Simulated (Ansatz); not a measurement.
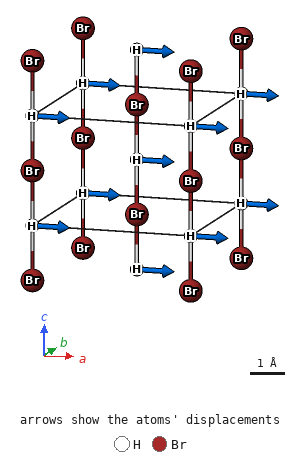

Phonons of solid HBr at 1.02 times its rest volume, space group I4/mmm (No. 139), at the zone centre. The optical levels lie at 1973i, 958i (×2) cm⁻¹. One mode is drawn. Displacements are drawn as blue arrows; their common scale and sign are arbitrary. Style: ball-and-stick. Shown: the conventional cell (2 times the calculation's cell), slightly off an axis. Lengths and directions refer to the drawn axes.

These are results of DFT LDA, scalar-relativistic, plane waves, PAW (Ansatz), not measurements. (plane-wave cutoff 420 eV; k-point mesh 10 × 10 × 10; occupations fixed; no spin polarisation)

Frequencies are those without the non-analytic (LO–TO) term.

### To which level does it belong?

The level at 958i cm⁻¹. This is the E_u mode (doubly degenerate; one member of the set is drawn), the highest optical level, infrared-active by symmetry. The Br atoms hardly move; the H sublattice moves as a whole against them, along a; the Br–H bond lengths don't change to first order, so for these it is a bending, tilting or sliding motion; the kinetic energy is shared as H 99 %, Br 1 %. The frequency is imaginary, so the structure is unstable against this distortion. Freezing in the drawn pattern lowers the space group from I4/mmm to Imm2 (No. 44). Its infrared intensity is 2.2 (D/Å)²/amu for the set.
